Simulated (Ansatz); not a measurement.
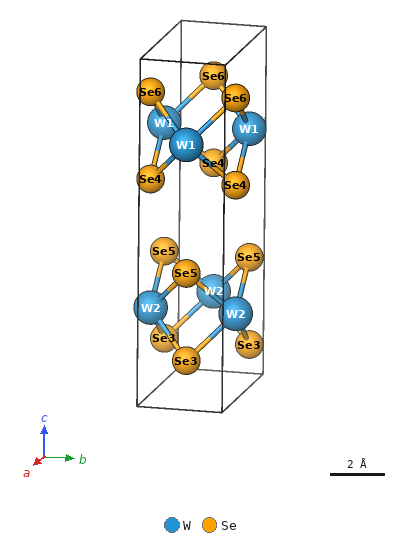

Fig. 1: The structure (ball-and-stick view of the cell 2 times as large as that of the calculation, set on its symmetry axes, seen slightly off an axis; atoms are numbered from 1 in the order of the input). An atom can appear more than once, as a periodic image.

# WSe2: a failed or faulty run and its cure

System: WSe2 (C2/m, 6 atoms in the cell).
Method of run A: DFT, PBEsol, plane waves, PAW, no spin polarisation (Ansatz 0.2.0).

The structure derives from an entry of the Crystallography Open Database. The run did not end well. Text and figures count atoms from 1; the logs count them from 0 in places.

### Input file, run A
```yaml
crystal:
  lattice:
    - [-3.2711504052, 0.0, 0.0]
    - [-1.6355752026, -2.8328993505, 0.0]
    - [-4.4979953647, -2.5969188346, 13.2206689562]
  atoms:
    - { symbol: W, position: [-0.3541916667, -0.3541916667, 0.75] }
    - { symbol: W, position: [0.4374916667, 0.4374916667, 0.25] }
    - { symbol: Se, position: [0.2202252211, 0.2202252211, 0.1233861811] }
    - { symbol: Se, position: [0.0952085545, 0.0952085545, 0.6233861811] }
    - { symbol: Se, position: [-0.0119085545, -0.0119085545, 0.3766138189] }
    - { symbol: Se, position: [-0.1369252211, -0.1369252211, 0.8766138189] }
basis:
  ecutwfc: 420
kpoints:
  mp_grid: { grid: [9, 9, 2] }
hamiltonian:
  xc: pbesol
scf:
  occupations: { method: gaussian, width: 0.05 }
  max_iter: 1
output:
  forces: true
  eigenvalues: true
  stress: true
```

Command:
```bash
ansatz run input.yaml --threads 2 --pin off --max-ram 5120MiB --backend cpu --events-out ev --progress --plain --runs-dir out
```

Hardware: 2 threads of AMD EPYC (Zen 3), 64 GiB of memory available, shared host.

### Output, shortened to warnings, some set-up lines, iterations and results (run A)
```
Error: did not converge after 1 iterations: dr2 = 2.35e-2 (threshold 1.00e-7), under the density mixer `msr1`, which `scf.mixing.algorithm: auto` chose by the deck's other keys (type `scf.mixing.algorithm: msr1` to keep it); raise `scf.max_iter`, which need not help a stalled SCF, or adjust the mixing (`scf.mixing`) or, under a smearing, its width (`scf.occupations.width`, in either direction: …
Basis set: ecut = 420 eV, 2439 PW (Γ), exchange–correlation on 48×48×192 points (8 copies of the dense FFT grid, shifted against one another)
Symmetry: 4 space group operations
k-points: 50 of 162
Initial density: superposition of atomic densities (neutral atoms: chi_scale 0, normalization atom), corrected by the library's trained network
[...]
SCF iter   1: F=—  HF=-42213.519910 eV  |F-HF|=—  |Δ(HF+E_count)|=         —  Δρ=5.00e-3  dr2=2.35e-2  ethr=1.77e-3  ⟨swp⟩=5.2  Hψ=25022  notcnv=0
preconditioner: auto → Resta (q_TF=auto, 2.601 Å⁻¹)  ε∞=6.0  [insulator: Δε(μ)=1.122 eV  Ē_g=9.016 eV  σ=0.050 eV  W_gap=1.00  n_scr=42 (ndim 8)  ℏωp=20.1 eV  f_vac=0.065  D(μ)=0.00/eV (n_scr^D=0)  ε∞_Penn≈6.0]
[...]
```

What should be changed in this input?

Answer. A setting was made wrong on purpose: too few SCF iterations. The cap is below what the field needs. The run did not converge: “did not converge after 1 iterations: dr2 = 2.35e-2 (threshold 1.00e-7), under the density mixer `msr1`, which `scf.mixing.algorithm: auto` chose by the deck's other keys (type `scf.mixing.algorithm: msr1` to keep it) …” Its last values are not results.

A run of the same system that converges differs from this input as follows (lines with − go, lines with + come):
```diff
-  max_iter: 1
```

### Output, shortened to warnings, some set-up lines, iterations and results (run B)
```
Basis set: ecut = 420 eV, 2439 PW (Γ), exchange–correlation on 48×48×192 points (8 copies of the dense FFT grid, shifted against one another)
Symmetry: 4 space group operations
k-points: 50 of 162
Initial density: superposition of atomic densities (neutral atoms: chi_scale 0, normalization atom), corrected by the library's trained network
[...]
SCF iter   1: F=—  HF=-42213.519317 eV  |F-HF|=—  |Δ(HF+E_count)|=         —  Δρ=4.97e-3  dr2=2.23e-2  ethr=1.77e-3  ⟨swp⟩=6.2  Hψ=10099  notcnv=0  defer=1
SCF iter   2: F=—  HF=-42213.521700 eV  |F-HF|=—  |Δ(HF+E_count)|=   2.38e-3  Δρ=2.71e-3  dr2=3.16e-3  ethr=2.43e-5  ⟨swp⟩=2.7  Hψ=5245  notcnv=0  defer=83
SCF iter   3: F=—  HF=-42213.523355 eV  |F-HF|=—  |Δ(HF+E_count)|=   1.66e-3  Δρ=1.41e-3  dr2=8.96e-4  ethr=3.43e-6  ⟨swp⟩=2.1  Hψ=3024  notcnv=0  defer=46
SCF iter   4: F=—  HF=-42213.524094 eV  |F-HF|=—  |Δ(HF+E_count)|=   7.39e-4  Δρ=1.05e-4  dr2=2.62e-5  ethr=9.74e-7  ⟨swp⟩=2.0  Hψ=3564  notcnv=0  defer=46
SCF iter   5: F=—  HF=-42213.524110 eV  |F-HF|=—  |Δ(HF+E_count)|=   1.57e-5  Δρ=3.77e-5  dr2=2.69e-6  ethr=2.84e-8  ⟨swp⟩=2.1  Hψ=3621  notcnv=0  defer=46
SCF iter   6: F=—  HF=-42213.524112 eV  |F-HF|=—  |Δ(HF+E_count)|=   2.09e-6  Δρ=1.44e-5  dr2=5.19e-7  ethr=2.93e-9  ⟨swp⟩=2.0  Hψ=4867  notcnv=0  defer=46
SCF iter   7: F=—  HF=-42213.524112 eV  |F-HF|=—  |Δ(HF+E_count)|=   3.20e-7  Δρ=7.32e-6  dr2=3.99e-7  ethr=5.65e-10  ⟨swp⟩=2.0  Hψ=4802  notcnv=0  defer=46
SCF iter   8: F=-42213.524112 eV  HF=-42213.524112 eV  |F-HF|=1.84e-8  |Δ(HF+E_count)|=   1.98e-8  Δρ=2.47e-6  dr2=2.38e-8  ethr=1.09e-10  ⟨swp⟩=7.4  Hψ=11382  notcnv=0
SCF 1 converged in 8 iterations: F = -42213.524112 eV  dr2 = 2.38e-8
SCF converged after 8 iterations
Free energy (F): -42213.524112 eV
Harris-Foulkes:  -42213.524112 eV  (|F-HF|=1.84e-8)
Internal energy: -42213.524112 eV  (E = F + TS)
E sigma→0 (E₀):  -42213.524112 eV
Fermi energy:    13.147036 eV
--- Per-component energies (eV) ---
  E_band       = -1710.014623
  E_kinetic    = 1380.219839
  E_local      = -11755.487328  (includes V_loc(G=0)·N_el)
  E_nonlocal   = -2362.011728
  E_hartree    = 5642.755548
  E_xc         = -946.319674
  E_vxc        = -873.033652  (∫ρ·V_xc dr)
  E_paw        = -24344.658605  (= ΣΔE_a)
  E_vpaw       = 614.791247  (= ΣTr[D̂ρ^β])
  E_aug_tail   = -0.002551  (compensation charges beyond the density's cutoff)
  E_ewald      = -9832.496999
  E_core_change = 4.477386  (= ΣΔE_core)
  E_smearing   = -0.000000  (= −TS)
  E_closure    = 0.000000  (closes the sum)
  Σ components = -42213.524112   (vs F -42213.524112, Δ=0.00e0)
--- Forces (eV/Å), atoms counted from 1 ---
  atom   1  W      0.01534466     0.00885924    -0.00074231
  atom   2  W     -0.01534466    -0.00885924     0.00074231
  atom   3  Se    -0.01708028    -0.00986131     0.01906753
  atom   4  Se    -0.00284362    -0.00164177    -0.00591016
  atom   5  Se     0.00284362     0.00164177     0.00591016
  atom   6  Se     0.01708028     0.00986131    -0.01906753
  max |Σ_I F_I| component: 3.47e-18 eV/Å
--- Stress (GPa, compression-positive) ---
        0.017335      -0.041279      -0.166260
       -0.041279       0.064999      -0.095990
       -0.166259      -0.095990       0.168796
  P = ⅓ Tr σ = 0.0837 GPa (0.837 kbar)
```

### The two runs side by side

| quantity | run A | run B |
| --- | --- | --- |
| outcome | not converged | converged |
| free energy per atom (eV) | – | −7035.5874 |
| gap on the mesh (eV) | – | 1.13 |
| pressure (GPa) | – | 0.08 |
| volume per atom (Å³) | – | 20.42 |
| largest force (eV/Å) | – | 0.027 |
| SCF iterations | – | 8 |
| irreducible k-points | – | 50 |
| plane waves at Γ | – | 2439 |
| wall time (shared host) | 3.9 s | 9.2 s |

Notes on run B: Spin–orbit coupling is left out, which matters for W.
